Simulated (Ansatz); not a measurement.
## Geometry relaxation of TaC₃₅ (charge +1) (part 3 of 4)

The same run, continued: TaC₃₅ (defect cell, 36 atoms in the cell, total charge +1); DFT, PBE, plane-wave PAW, default files, scalar-relativistic, no spin polarisation (Ansatz 0.2.0); cutoff 420 eV, 3×3×3 k-mesh, Fermi–Dirac smearing of 0.01 eV. The structure derives from an entry of the Crystallography Open Database. It belongs to a series of runs on one base structure; here: Ta on a C site, charge +1, ions relaxed.

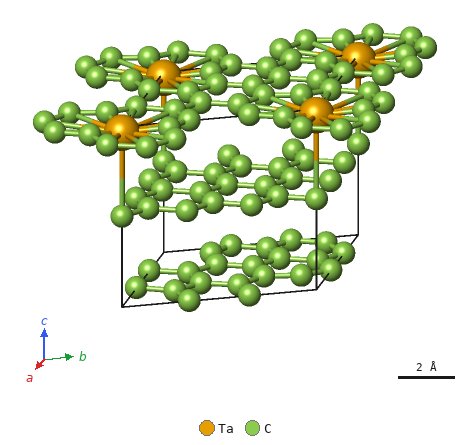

*The geometry at step 3 of the log (ball-and-stick view of the cell of the calculation, seen slightly off an axis; bonded neighbours outside the cell are drawn too).*

### What the program printed, continued
```
  k-point 6: bands = ["-60.5644", "-27.3881", "-27.3881", "-27.0125", "-11.1416", "-10.9175", "-10.9066", "-10.6847", "-10.6240", "-9.9172", "-8.4653", "-8.4325", "-8.3778", "-8.0829", "-7.9447", "-7.4444", "-6.4622", "-6.4470", "-6.3500", "-6.2192", "-5.9944", "-5.5200", "-5.3720", "-5.3492", "-5.3222", "-4.6968", "-4.5787", "-3.0628", "-2.0357", "-2.0236", "-1.9554", "-1.8994", "-1.1482", "-0.5232", "-0.5160", "-0.4190", "-0.4035", "-0.2246", "0.1289", "0.3216", "0.3723", "0.3883", "0.3921", "0.4838", "0.6898", "0.7056", "1.0609", "1.1983", "1.4013", "1.7215", "1.7797", "1.8996", "1.9334", "1.9412", "2.0405", "2.1763", "2.9034", "2.9282", "2.9326", "2.9750", "3.0681", "3.3979", "3.5404", "3.5806", "4.1719", "4.1827", "4.6187", "4.7107", "5.0897", "5.1177", "5.5630", "5.5755", "5.5808", "6.1386", "6.1810", "6.8320", "8.5234", "8.6345", "8.8977", "9.1556", "9.4183", "9.8465", "9.9017", "10.0971", "11.1285", "11.1809", "11.5980", "11.8984", "11.9687", "12.0903", "12.6643", "12.9778", "13.4357", "14.7042", "14.7911", "14.9183", "15.9207", "16.0557", "16.1783", "16.2717", "16.3314", "16.3676", "16.5098", "16.5435", "16.5789", "16.6361", "16.6646", "16.7319", "16.8274", "16.9118", "16.9487", "17.3007"]
--- Relaxed structure (12 steps of the walk, 11 accepted, 0 SCFs on fresh bases) ---
  F+E_penalty+E_count = -18716.55103514 eV   max|allowed force component| = 1.003e-2 eV/Å
  atoms:
    - { symbol: Ta, position: [3.2744283266372316e-20, -5.677172961900653e-20, -0.1753853028752178] }
    - { symbol: C, position: [-2.743509919425624e-5, 0.3364729071616166, 0.026143445050631146] }
    - { symbol: C, position: [-2.7435099194283996e-5, 0.6634996577391892, 0.026143445050631146] }
    - { symbol: C, position: [0.3365003422608109, 2.7435099194174637e-5, 0.026143445050631146] }
    - { symbol: C, position: [0.3365003422608108, 0.3364729071616166, 0.026143445050631146] }
    - { symbol: C, position: [0.33333333333333337, 0.6666666666666669, 0.03410000381496643] }
    - { symbol: C, position: [0.6635270928383833, 2.7435099194174637e-5, 0.02614344505063115] }
    - { symbol: C, position: [0.6666666666666667, 0.33333333333333337, 0.02628039133275045] }
    - { symbol: C, position: [0.6635270928383834, 0.6634996577391892, 0.026143445050631146] }
    - { symbol: C, position: [3.2744283266369975e-20, -5.677172961901435e-20, 0.47316842322910646] }
    - { symbol: C, position: [0.0003789148464406755, 0.3342778506993458, 0.4927824641500257] }
    - { symbol: C, position: [0.00037891484644053675, 0.6661010641470947, 0.4927824641500257] }
    - { symbol: C, position: [0.33389893585290514, -0.0003789148464407031, 0.4927824641500257] }
    - { symbol: C, position: [0.3338989358529051, 0.3342778506993458, 0.4927824641500257] }
    - { symbol: C, position: [0.33333333333333337, 0.6666666666666669, 0.49677341691503685] }
    - { symbol: C, position: [0.6657221493006542, -0.0003789148464407031, 0.4927824641500257] }
    - { symbol: C, position: [0.6666666666666667, 0.33333333333333337, 0.4980214815538227] }
    - { symbol: C, position: [0.6657221493006542, 0.6661010641470947, 0.4927824641500257] }
    - { symbol: C, position: [0.11884844481766116, 0.23769688963532232, 0.006321713802606709] }
    - { symbol: C, position: [0.11152192026474023, 0.5557609601323702, 0.034412124153919844] }
    - { symbol: C, position: [0.11884844481766099, 0.8811515551823386, 0.00632171380260671] }
    - { symbol: C, position: [0.4455665306865933, 0.22278326534329665, 0.023734509900663045] }
    - { symbol: C, position: [0.4442390398676299, 0.5557609601323702, 0.034412124153919844] }
    - { symbol: C, position: [0.4442390398676298, 0.8884780797352596, 0.034412124153919844] }
    - { symbol: C, position: [0.7772167346567034, 0.22278326534329665, 0.023734509900663045] }
    - { symbol: C, position: [0.7772167346567036, 0.5544334693134069, 0.023734509900663045] }
    - { symbol: C, position: [0.7623031103646776, 0.8811515551823386, 0.006321713802606713] }
    - { symbol: C, position: [0.2234769751790557, 0.11173848758952787, 0.4853892120804357] }
    - { symbol: C, position: [0.22252745251998465, 0.4450549050399693, 0.4938261100343296] }
    - { symbol: C, position: [0.22252745251998454, 0.7774725474800154, 0.4938261100343296] }
    - { symbol: C, position: [0.5556731838595312, 0.11134636771906217, 0.49747837363657654] }
    - { symbol: C, position: [0.5556731838595312, 0.4443268161404689, 0.49747837363657654] }
    - { symbol: C, position: [0.5549450949600309, 0.7774725474800154, 0.4938261100343296] }
    - { symbol: C, position: [0.8882615124104722, 0.11173848758952787, 0.4853892120804357] }
    - { symbol: C, position: [0.888653632280938, 0.4443268161404689, 0.49747837363657654] }
    - { symbol: C, position: [0.8882615124104722, 0.7765230248209443, 0.4853892120804357] }
--- Löwdin populations: 36 sites ---
  site symbol       q [e]
     0     Ta     11.7131
     1      C      3.9399
     2      C      3.9399
     3      C      3.9399
     4      C      3.9399
     5      C      3.9395
     6      C      3.9399
     7      C      3.9299
     8      C      3.9399
     9      C      4.0243
    10      C      3.9537
    11      C      3.9537
    12      C      3.9537
    13      C      3.9537
    14      C      3.9456
    15      C      3.9537
    16      C      3.9373
    17      C      3.9537
    18      C      4.1614
    19      C      3.9514
    20      C      4.1614
    21      C      3.9808
    22      C      3.9514
    23      C      3.9514
    24      C      3.9808
    25      C      3.9808
    26      C      4.1614
    27      C      3.9977
    28      C      3.9476
    29      C      3.9476
    30      C      3.9448
    31      C      3.9448
    32      C      3.9476
    33      C      3.9977
    34      C      3.9448
    35      C      3.9977
  spilling = 0.007880 (of n_electrons = 152.000000)
```

### File rho_z.tsv
```
# z_ang	rho[e/angstrom^3]
# format = ansatz-planar-average/11
# lattice	7.410000000	0.000000000	0.000000000
# lattice	-3.705000000	6.417248242	0.000000000
# lattice	0.000000000	0.000000000	6.790000000
# sites	36
# site	73	0.000000000	-0.000000000	-1.190866207
# site	6	-1.246835415	2.159230172	0.177513992
# site	6	-2.458469526	4.257842012	0.177513992
# site	6	2.493365889	0.000176058	0.177513992
# site	6	1.246835415	2.159230172	0.177513992
# site	6	-0.000000000	4.278165495	0.231539026
# site	6	4.916634111	0.000176058	0.177513992
# site	6	3.705000000	2.139082747	0.178443857
# site	6	2.458469526	4.257842012	0.177513992
# site	6	0.000000000	-0.000000000	3.212813594
# site	6	-1.235691678	2.145143950	3.345992932
# site	6	-2.465096684	4.274535883	3.345992932
# site	6	2.475594994	-0.002431591	3.345992932
# site	6	1.235691678	2.145143950	3.345992932
# site	6	-0.000000000	4.278165495	3.373091501
# site	6	4.934405006	-0.002431591	3.345992932
# site	6	3.705000000	2.139082747	3.381565860
# site	6	2.465096684	4.274535883	3.345992932
# site	6	0.000000000	1.525359947	0.042924437
# site	6	-1.232716928	3.566456044	0.233658323
# site	6	-2.383999536	5.654568268	0.042924437
# site	6	2.476235994	1.429655518	0.161157322
# site	6	1.232716928	3.566456044	0.233658323
# site	6	0.000000000	5.701584395	0.233658323
# site	6	4.933764006	1.429655518	0.161157322
# site	6	3.705000000	3.557937206	0.161157322
# site	6	2.383999536	5.654568268	0.042924437
# site	6	1.241973290	0.717053613	3.295792750
# site	6	0.000000000	2.856027807	3.353079287
# site	6	-1.231607365	4.989234338	3.353079287
# site	6	3.705000000	0.714537282	3.377878157
# site	6	2.471307439	2.851355480	3.377878157
# site	6	1.231607365	4.989234338	3.353079287
# site	6	6.168026710	0.717053613	3.295792750
# site	6	4.938692561	2.851355480	3.377878157
# site	6	3.705000000	4.983141016	3.295792750
0.000000	1.134688e0
0.141458	1.207229e0
0.282917	1.162536e0
0.424375	1.013135e0
0.565833	8.044168e-1
0.707292	5.874547e-1
0.848750	4.005259e-1
0.990208	2.608712e-1
1.131667	1.661802e-1
1.273125	1.054811e-1
1.414583	6.858744e-2
1.556042	4.826176e-2
1.697500	3.984851e-2
1.838958	4.111726e-2
1.980417	5.248798e-2
2.121875	7.707129e-2
2.263333	1.205505e-1
2.404792	1.913456e-1
2.546250	3.008827e-1
2.687708	4.601569e-1
2.829167	6.680413e-1
2.970625	9.001284e-1
3.112083	1.110422e0
3.253542	1.243885e0
3.395000	1.258260e0
3.536458	1.149363e0
3.677917	9.539893e-1
3.819375	7.263008e-1
3.960833	5.140568e-1
4.102292	3.460896e-1
4.243750	2.281717e-1
4.385208	1.513957e-1
4.526667	1.050500e-1
4.668125	8.282907e-2
4.809583	8.349881e-2
4.951042	1.053855e-1
5.092500	1.406242e-1
5.233958	1.762281e-1
5.375417	2.026129e-1
5.516875	2.215962e-1
5.658333	2.424927e-1
5.799792	2.713675e-1
5.941250	3.098047e-1
6.082708	3.649071e-1
6.224167	4.539791e-1
6.365625	5.927454e-1
6.507083	7.767207e-1
6.648542	9.740826e-1
```

### Trajectory as extended XYZ (Å, eV, eV/Å), 12 frames, from step=1 to step=12
```
36
Lattice="7.4100 0.0000 0.0000 -3.7050 6.4172 0.0000 0.0000 0.0000 6.7900" Properties=species:S:1:pos:R:3:forces:R:3 step=1 energy=-18687.37875
Ta    0.0000    0.0000    0.0000    0.0000   0.0000  -4.3971
C    -1.2350    2.1391    0.0000   -1.1481   1.6864   0.5775
C    -2.4700    4.2782    0.0000    0.8864  -1.8375   0.5775
C     2.4700    0.0000    0.0000    2.0345   0.1511   0.5775
C     1.2350    2.1391    0.0000    1.1481   1.6864   0.5775
C     0.0000    4.2782    0.0000    0.0000   0.0000   0.5965
C     4.9400    0.0000    0.0000   -2.0345   0.1511   0.5775
C     3.7050    2.1391    0.0000    0.0000   0.0000   0.5284
C     2.4700    4.2782    0.0000   -0.8864  -1.8375   0.5775
C     0.0000    0.0000    3.3950    0.0000   0.0000   0.5478
C    -1.2350    2.1391    3.3950   -0.0295   0.0351   0.5718
C    -2.4700    4.2782    3.3950    0.0157  -0.0431   0.5718
C     2.4700    0.0000    3.3950    0.0452   0.0080   0.5718
C     1.2350    2.1391    3.3950    0.0295   0.0351   0.5718
C     0.0000    4.2782    3.3950    0.0000   0.0000   0.5705
C     4.9400    0.0000    3.3950   -0.0452   0.0080   0.5718
C     3.7050    2.1391    3.3950    0.0000   0.0000   0.5668
C     2.4700    4.2782    3.3950   -0.0157  -0.0431   0.5718
C     0.0000    1.4261    0.0340    0.0000  41.1283   1.2236
C    -1.2350    3.5651    0.0340   -0.5273  -0.3045  -0.7579
C    -2.4700    5.7042    0.0340   35.6182 -20.5642   1.2236
C     2.4700    1.4261    0.0340    0.5867   0.3387  -0.5552
C     1.2350    3.5651    0.0340    0.5273  -0.3045  -0.7579
C     0.0000    5.7042    0.0340    0.0000   0.6089  -0.7579
C     4.9400    1.4261    0.0340   -0.5867   0.3387  -0.5552
C     3.7050    3.5651    0.0340    0.0000  -0.6774  -0.5552
C     2.4700    5.7042    0.0340  -35.6182 -20.5642   1.2236
C     1.2350    0.7130    3.4289    0.3214   0.1855  -0.5310
C     0.0000    2.8521    3.4289    0.0000   0.0464  -0.5782
C    -1.2350    4.9912    3.4289    0.0402  -0.0232  -0.5782
C     3.7050    0.7130    3.4289    0.0000   0.1063  -0.5700
C     2.4700    2.8521    3.4289    0.0921  -0.0532  -0.5700
C     1.2350    4.9912    3.4289   -0.0402  -0.0232  -0.5782
C     6.1750    0.7130    3.4289   -0.3214   0.1855  -0.5310
C     4.9400    2.8521    3.4289   -0.0921  -0.0532  -0.5700
C     3.7050    4.9912    3.4289    0.0000  -0.3711  -0.5310
36
Lattice="7.4100 0.0000 0.0000 -3.7050 6.4172 0.0000 0.0000 0.0000 6.7900" Properties=species:S:1:pos:R:3:forces:R:3 step=2 energy=-18703.99189
Ta    0.0000    0.0000   -0.0278    0.0000   0.0000  -4.9064
C    -1.2640    2.1974    0.0109   -0.0310  -0.6452   0.2526
C    -2.4340    4.2239    0.0109   -0.5743   0.2958   0.2526
C     2.5350   -0.0040    0.0109   -0.5433   0.3494   0.2526
C     1.2640    2.1974    0.0109    0.0310  -0.6452   0.2526
C     0.0000    4.2782    0.0126    0.0000   0.0000   0.2057
C     4.8750   -0.0040    0.0109    0.5433   0.3494   0.2526
C     3.7050    2.1391    0.0100    0.0000   0.0000   0.0992
C     2.4340    4.2239    0.0109    0.5743   0.2958   0.2526
C     0.0000    0.0000    3.4080    0.0000   0.0000   0.2624
C    -1.2358    2.1401    3.4079   -0.0035   0.0302   0.1445
C    -2.4696    4.2770    3.4079    0.0244  -0.0181   0.1445
C     2.4713    0.0002    3.4079    0.0279  -0.0121   0.1445
C     1.2358    2.1401    3.4079    0.0035   0.0302   0.1445
C     0.0000    4.2782    3.4075    0.0000   0.0000   0.1382
C     4.9387    0.0002    3.4079   -0.0279  -0.0121   0.1445
C     3.7050    2.1391    3.4075    0.0000   0.0000   0.1428
C     2.4696    4.2770    3.4079   -0.0244  -0.0181   0.1445
C     0.0000    1.6213    0.0381    0.0000  15.1972   1.5755
C    -1.2303    3.5679    0.0211    0.0416   0.0240  -0.4193
C    -2.3009    5.6066    0.0381   13.1611  -7.5986   1.5755
C     2.4821    1.4330    0.0213    0.1322   0.0763  -0.1972
C     1.2303    3.5679    0.0211   -0.0416   0.0240  -0.4193
C     0.0000    5.6987    0.0211    0.0000  -0.0480  -0.4193
C     4.9279    1.4330    0.0213   -0.1322   0.0763  -0.1972
C     3.7050    3.5512    0.0213    0.0000  -0.1526  -0.1972
C     2.3009    5.6066    0.0381  -13.1611  -7.5986   1.5755
C     1.2378    0.7147    3.4174    0.2064   0.1192  -0.1013
C     0.0000    2.8526    3.4160    0.0000   0.0014  -0.1572
C    -1.2346    4.9909    3.4160    0.0012  -0.0007  -0.1572
C     3.7050    0.7141    3.4163    0.0000   0.0483  -0.1429
C     2.4709    2.8516    3.4163    0.0418  -0.0242  -0.1429
C     1.2346    4.9909    3.4160   -0.0012  -0.0007  -0.1572
C     6.1722    0.7147    3.4174   -0.2064   0.1192  -0.1013
C     4.9391    2.8516    3.4163   -0.0418  -0.0242  -0.1429
C     3.7050    4.9879    3.4174    0.0000  -0.2384  -0.1013
36
Lattice="7.4100 0.0000 0.0000 -3.7050 6.4172 0.0000 0.0000 0.0000 6.7900" Properties=species:S:1:pos:R:3:forces:R:3 step=3 energy=-18708.89397
Ta    0.0000    0.0000   -0.2220    0.0000   0.0000  -9.4891
C    -1.2756    2.2186    0.0271   -0.1583  -1.2674   0.1648
C    -2.4214    4.2032    0.0271   -1.1767   0.4966   0.1648
C     2.5592   -0.0046    0.0271   -1.0185   0.7708   0.1648
C     1.2756    2.2186    0.0271    0.1583  -1.2674   0.1648
C     0.0000    4.2782    0.0224    0.0000   0.0000   0.0499
C     4.8508   -0.0046    0.0271    1.0185   0.7708   0.1648
C     3.7050    2.1391    0.0041    0.0000   0.0000  -0.1555
C     2.4214    4.2032    0.0271    1.1767   0.4966   0.1648
C     0.0000    0.0000    3.4241    0.0000   0.0000   0.4119
C    -1.2364    2.1411    3.4119    0.0106   0.0189   0.0316
C    -2.4690    4.2759    3.4119    0.0217  -0.0003   0.0316
C     2.4725    0.0002    3.4119    0.0111  -0.0186   0.0316
C     1.2364    2.1411    3.4119   -0.0106   0.0189   0.0316
C     0.0000    4.2782    3.4094    0.0000   0.0000   0.0204
C     4.9375    0.0002    3.4119   -0.0111  -0.0186   0.0316
C     3.7050    2.1391    3.4110    0.0000   0.0000   0.0271
C     2.4690    4.2759    3.4119   -0.0217  -0.0003   0.0316
C     0.0000    1.7487    0.0709    0.0000   1.2872   3.1561
C    -1.2305    3.5677    0.0174    0.4909   0.2834  -0.5381
C    -2.1906    5.5429    0.0709    1.1148  -0.6436   3.1561
C     2.4847    1.4346    0.0129   -0.1172  -0.0677   0.0688
C     1.2305    3.5677    0.0174   -0.4909   0.2834  -0.5381
C     0.0000    5.6990    0.0174    0.0000  -0.5668  -0.5381
C     4.9253    1.4346    0.0129    0.1172  -0.0677   0.0688
C     3.7050    3.5481    0.0129    0.0000   0.1354   0.0688
C     2.1906    5.5429    0.0709   -1.1148  -0.6436   3.1561
C     1.2408    0.7164    3.4199    0.0130   0.0075   0.0583
C     0.0000    2.8529    3.4121    0.0000  -0.0142  -0.0581
C    -1.2343    4.9908    3.4121   -0.0123   0.0071  -0.0581
C     3.7050    0.7148    3.4131    0.0000  -0.0056  -0.0356
C     2.4716    2.8512    3.4131   -0.0049   0.0028  -0.0356
C     1.2343    4.9908    3.4121    0.0123   0.0071  -0.0581
C     6.1692    0.7164    3.4199   -0.0130   0.0075   0.0583
C     4.9384    2.8512    3.4131    0.0049   0.0028  -0.0356
C     3.7050    4.9845    3.4199    0.0000  -0.0150   0.0583
36
Lattice="7.4100 0.0000 0.0000 -3.7050 6.4172 0.0000 0.0000 0.0000 6.7900" Properties=species:S:1:pos:R:3:forces:R:3 step=4 energy=-18711.12060
Ta    0.0000    0.0000   -0.4172    0.0000   0.0000  -8.3642
C    -1.2769    2.2175    0.0368   -0.3088  -1.2441   0.2355
C    -2.4231    4.2027    0.0368   -1.2318   0.3546   0.2355
C     2.5588   -0.0029    0.0368   -0.9230   0.8895   0.2355
C     1.2769    2.2175    0.0368    0.3088  -1.2441   0.2355
C     0.0000    4.2782    0.0249    0.0000   0.0000  -0.0690
C     4.8512   -0.0029    0.0368    0.9230   0.8895   0.2355
C     3.7050    2.1391   -0.0008    0.0000   0.0000  -0.2707
C     2.4231    4.2027    0.0368    1.2318   0.3546   0.2355
C     0.0000    0.0000    3.4346    0.0000   0.0000   0.4066
C    -1.2365    2.1414    3.4131    0.0066   0.0260  -0.0045
C    -2.4688    4.2757    3.4131    0.0259  -0.0073  -0.0045
C     2.4728    0.0002    3.4131    0.0193  -0.0187  -0.0045
C     1.2365    2.1414    3.4131   -0.0066   0.0260  -0.0045
C     0.0000    4.2782    3.4100    0.0000   0.0000  -0.0324
C     4.9372    0.0002    3.4131   -0.0193  -0.0187  -0.0045
C     3.7050    2.1391    3.4121    0.0000   0.0000  -0.0115
C     2.4688    4.2757    3.4131   -0.0259  -0.0073  -0.0045
C     0.0000    1.7717    0.1181    0.0000  -3.1705   2.6014
C    -1.2311    3.5674    0.0114    0.5755   0.3322  -0.5485
C    -2.1707    5.5314    0.1181   -2.7458   1.5853   2.6014
C     2.4845    1.4344    0.0125   -0.1658  -0.0957   0.1831
C     1.2311    3.5674    0.0114   -0.5755   0.3322  -0.5485
C     0.0000    5.6997    0.0114    0.0000  -0.6645  -0.5485
C     4.9255    1.4344    0.0125    0.1658  -0.0957   0.1831
C     3.7050    3.5484    0.0125    0.0000   0.1914   0.1831
C     2.1707    5.5314    0.1181    2.7458   1.5853   2.6014
C     1.2415    0.7168    3.4217   -0.0372  -0.0215   0.0942
C     0.0000    2.8529    3.4104    0.0000  -0.0005  -0.0100
C    -1.2343    4.9908    3.4104   -0.0005   0.0003  -0.0100
C     3.7050    0.7149    3.4118    0.0000  -0.0144  -0.0023
C     2.4717    2.8512    3.4118   -0.0124   0.0072  -0.0023
C     1.2343    4.9908    3.4104    0.0005   0.0003  -0.0100
C     6.1685    0.7168    3.4217    0.0372  -0.0215   0.0942
C     4.9383    2.8512    3.4118    0.0124   0.0072  -0.0023
C     3.7050    4.9836    3.4217    0.0000   0.0429   0.0942
```
